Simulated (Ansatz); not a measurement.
## What a change does: single-point calculation on W

System: W (R-3m, 2 atoms in the cell).
Method of run 1: DFT PBE, scalar-relativistic, plane waves, PAW, no spin polarisation (Ansatz 0.2.0).

The structure derives from an entry of the Crystallography Open Database. Text and figures count atoms from 1; the logs count them from 0 in places.

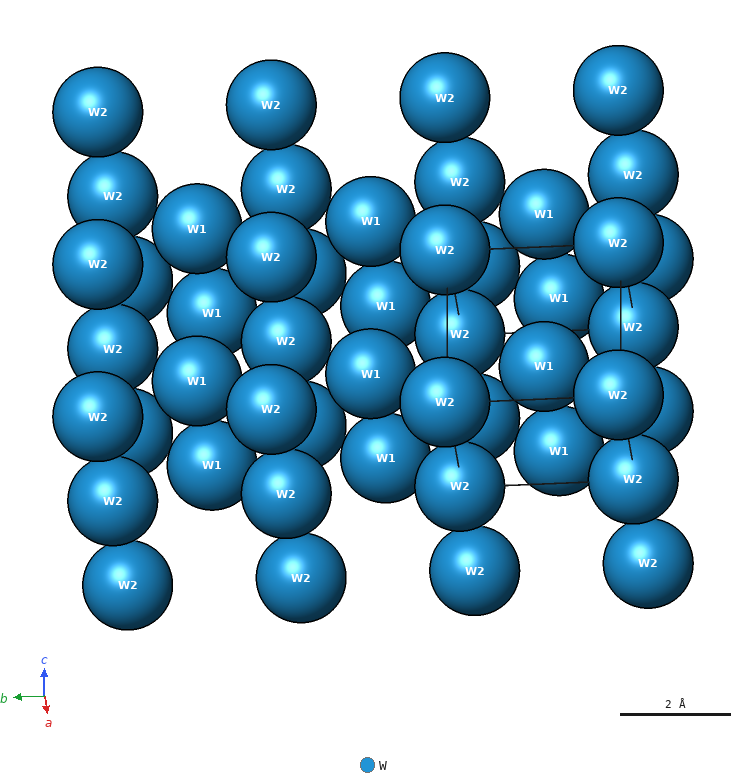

Fig. 1: The structure as given in the input (spheres-only view of the cell of the calculation, repeated 2 × 3 × 2, seen at an oblique angle; atoms are numbered from 1 in the order of the input). An atom can appear more than once, as a periodic image.

### Input, run 1
```yaml
crystal:
  lattice:
    - [0.0, -3.1946, 0.0]
    - [-3.1946, 0.0, 0.0]
    - [0.0, 0.0, -3.1946]
  atoms:
    - { symbol: W, position: [0.4837345758, 0.4837345758, 0.4837345758] }
    - { symbol: W, position: [0.0162654242, 0.0162654242, 0.0162654242] }
basis:
  ecutwfc: 420
kpoints:
  mp_grid: { grid: [16, 16, 16] }
hamiltonian:
  xc: pbe
scf:
  occupations: { method: gaussian, width: 0.15 }
output:
  forces: true
  stress: true
  eigenvalues: true
```

Command:
```bash
ansatz run input.yaml --threads 2 --pin off --max-ram 5120MiB --backend cpu --events-out ev --progress --plain --runs-dir out
```

Hardware: 2 threads of Intel Xeon @ 2.50GHz (Skylake/Cascade Lake), 189 GiB of memory available, shared host.

### Output, shortened to warnings, some set-up lines, iterations and results (run 1)
```
Basis set: ecut = 420 eV, 619 PW (Γ), exchange–correlation on 48×48×48 points (8 copies of the dense FFT grid, shifted against one another)
Symmetry: 12 space group operations
k-points: 417 of 4096
Initial density: superposition of atomic densities (neutral atoms: chi_scale 0, normalization atom), corrected by the library's trained network
[...]
SCF iter   1: F=—  HF=-20769.494163 eV  |F-HF|=—  |Δ(HF+E_count)|=         —  Δρ=2.54e-3  dr2=1.16e-3  ethr=1.77e-3  ⟨swp⟩=5.0  Hψ=30815  notcnv=0
SCF iter   2: F=—  HF=-20769.494868 eV  |F-HF|=—  |Δ(HF+E_count)|=   7.04e-4  Δρ=1.51e-3  dr2=4.24e-4  ethr=4.13e-6  ⟨swp⟩=2.7  Hψ=16372  notcnv=0
SCF iter   3: F=—  HF=-20769.494855 eV  |F-HF|=—  |Δ(HF+E_count)|=   1.32e-5  Δρ=2.66e-4  dr2=2.24e-5  ethr=1.52e-6  ⟨swp⟩=2.0  Hψ=12072  notcnv=0
SCF iter   4: F=—  HF=-20769.494848 eV  |F-HF|=—  |Δ(HF+E_count)|=   6.55e-6  Δρ=9.63e-5  dr2=9.93e-7  ethr=7.99e-8  ⟨swp⟩=2.6  Hψ=12043  notcnv=0
SCF iter   5: F=-20769.494848 eV  HF=-20769.494848 eV  |F-HF|=7.16e-8  |Δ(HF+E_count)|=   5.94e-8  Δρ=2.05e-5  dr2=9.89e-8  ethr=3.55e-9  ⟨swp⟩=2.0  Hψ=13361  notcnv=0
SCF iter   6: F=-20769.494848 eV  HF=-20769.494848 eV  |F-HF|=3.09e-9  |Δ(HF+E_count)|=   3.60e-8  Δρ=4.41e-6  dr2=4.29e-9  ethr=3.53e-10  ⟨swp⟩=2.4  Hψ=27779  notcnv=0
SCF 1 converged in 6 iterations: F = -20769.494848 eV  dr2 = 4.29e-9
SCF converged after 6 iterations
Free energy (F): -20769.494848 eV
Harris-Foulkes:  -20769.494848 eV  (|F-HF|=3.09e-9)
Internal energy: -20769.483459 eV  (E = F + TS)
E sigma→0 (E₀):  -20769.489154 eV
Entropy (-TS):   -0.011389 eV (-5.694 meV/atom)
Fermi energy:    21.785584 eV
--- Per-component energies (eV) ---
  E_band       = -181.693261
  E_kinetic    = 898.898164
  E_local      = -1248.824727  (includes V_loc(G=0)·N_el)
  E_nonlocal   = 0.973118
  E_hartree    = 447.078123
  E_xc         = -533.486507
  E_vxc        = -477.064007  (∫ρ·V_xc dr)
  E_paw        = -17124.882580  (= ΣΔE_a)
  E_vpaw       = -249.830437  (= ΣTr[D̂ρ^β])
  E_aug_tail   = -0.000123  (compensation charges beyond the density's cutoff)
  E_ewald      = -3209.238927
  E_smearing   = -0.011389  (= −TS)
  E_closure    = -0.000000  (closes the sum)
  Σ components = -20769.494848   (vs F -20769.494848, Δ=0.00e0)
--- Forces (eV/Å), atoms counted from 1 ---
  atom   1  W     -0.99484393    -0.99484393    -0.99484393
  atom   2  W      0.99484393     0.99484393     0.99484393
  max |Σ_I F_I| component: 2.22e-16 eV/Å
--- Stress (GPa, compression-positive) ---
        0.001026       0.925154       0.925154
        0.925154       0.001026       0.925154
        0.925154       0.925154       0.001026
  P = ⅓ Tr σ = 0.0010 GPa (0.010 kbar)
```

The input of run 2 differs as follows (lines with − go, lines with + come):
```diff
-    - { symbol: W, position: [0.4837345758, 0.4837345758, 0.4837345758] }
-    - { symbol: W, position: [0.0162654242, 0.0162654242, 0.0162654242] }
+    - { symbol: W, position: [0.4864454798, 0.4864454798, 0.4864454798] }
+    - { symbol: W, position: [0.0135545202, 0.0135545202, 0.0135545202] }
```

How does run 2 compare with run 1?

With the same functional and potentials, run 2 lies 23.5 meV per atom lower. The pressure goes from 0.00 to −0.95 GPa. The largest force goes from 1.723 to 1.414 eV/Å. The number of SCF iterations is the same.

### Output, shortened to warnings, some set-up lines, iterations and results (run 2)
```
Basis set: ecut = 420 eV, 619 PW (Γ), exchange–correlation on 48×48×48 points (8 copies of the dense FFT grid, shifted against one another)
Symmetry: 12 space group operations
k-points: 417 of 4096
Initial density: superposition of atomic densities (neutral atoms: chi_scale 0, normalization atom), corrected by the library's trained network
[...]
SCF iter   1: F=—  HF=-20769.541169 eV  |F-HF|=—  |Δ(HF+E_count)|=         —  Δρ=2.32e-3  dr2=9.26e-4  ethr=1.77e-3  ⟨swp⟩=5.0  Hψ=30710  notcnv=0
SCF iter   2: F=—  HF=-20769.541920 eV  |F-HF|=—  |Δ(HF+E_count)|=   7.51e-4  Δρ=1.38e-3  dr2=3.43e-4  ethr=3.31e-6  ⟨swp⟩=2.7  Hψ=16665  notcnv=0
SCF iter   3: F=—  HF=-20769.541923 eV  |F-HF|=—  |Δ(HF+E_count)|=   2.71e-6  Δρ=2.59e-4  dr2=1.88e-5  ethr=1.23e-6  ⟨swp⟩=2.0  Hψ=12354  notcnv=0
SCF iter   4: F=—  HF=-20769.541917 eV  |F-HF|=—  |Δ(HF+E_count)|=   5.81e-6  Δρ=9.41e-5  dr2=1.01e-6  ethr=6.73e-8  ⟨swp⟩=2.7  Hψ=12212  notcnv=0
SCF iter   5: F=—  HF=-20769.541917 eV  |F-HF|=—  |Δ(HF+E_count)|=   1.23e-7  Δρ=1.96e-5  dr2=1.08e-7  ethr=3.59e-9  ⟨swp⟩=2.0  Hψ=13360  notcnv=0
SCF iter   6: F=-20769.541917 eV  HF=-20769.541917 eV  |F-HF|=2.51e-9  |Δ(HF+E_count)|=   3.63e-8  Δρ=4.13e-6  dr2=3.51e-9  ethr=3.57e-10  ⟨swp⟩=4.3  Hψ=24353  notcnv=0
SCF 1 converged in 6 iterations: F = -20769.541917 eV  dr2 = 3.51e-9
SCF converged after 6 iterations
Free energy (F): -20769.541917 eV
Harris-Foulkes:  -20769.541917 eV  (|F-HF|=2.51e-9)
Internal energy: -20769.530503 eV  (E = F + TS)
E sigma→0 (E₀):  -20769.536210 eV
Entropy (-TS):   -0.011414 eV (-5.707 meV/atom)
Fermi energy:    21.821081 eV
--- Per-component energies (eV) ---
  E_band       = -181.751741
  E_kinetic    = 898.622220
  E_local      = -1244.893194  (includes V_loc(G=0)·N_el)
  E_nonlocal   = 0.818420
  E_hartree    = 445.230934
  E_xc         = -533.431135
  E_vxc        = -476.988210  (∫ρ·V_xc dr)
  E_paw        = -17124.824483  (= ΣΔE_a)
  E_vpaw       = -249.771227  (= ΣTr[D̂ρ^β])
  E_aug_tail   = -0.000124  (compensation charges beyond the density's cutoff)
  E_ewald      = -3211.053141
  E_smearing   = -0.011414  (= −TS)
  E_closure    = 0.000000  (closes the sum)
  Σ components = -20769.541917   (vs F -20769.541917, Δ=0.00e0)
--- Forces (eV/Å), atoms counted from 1 ---
  atom   1  W     -0.81633541    -0.81633541    -0.81633541
  atom   2  W      0.81633541     0.81633541     0.81633541
  max |Σ_I F_I| component: 2.22e-16 eV/Å
--- Stress (GPa, compression-positive) ---
       -0.947417       0.603980       0.603980
        0.603980      -0.947417       0.603980
        0.603980       0.603980      -0.947417
  P = ⅓ Tr σ = -0.9474 GPa (-9.474 kbar)
```

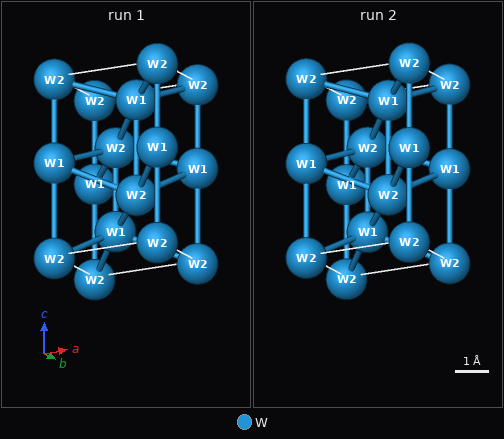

Fig. 2: The two input geometries at one scale (ball-and-stick view of the cell 3 times as large as that of the calculation, set on its symmetry axes, seen at an oblique angle). The largest moves, 0.015 Å, are those of W1 and W2. (The mean shift of all atoms is removed.) The lattice vectors keep their values. Among the contacts that change: W1–W2 2.587 → 2.617 Å.

### The two runs side by side

```csv
quantity,run 1,run 2
outcome,converged,converged
free energy per atom (eV),−10384.7474,−10384.7710
"energy per atom, smearing taken to zero (eV)",−10384.7446,−10384.7681
gap on the mesh (eV),0.00,0.00
pressure (GPa),0.00,−0.95
largest force (eV/Å),1.723,1.414
SCF iterations,6,6
irreducible k-points,417,417
plane waves at Γ,619,619
wall time (shared host),12 s,12 s
```

For both runs: Spin–orbit coupling is left out, which matters for W.
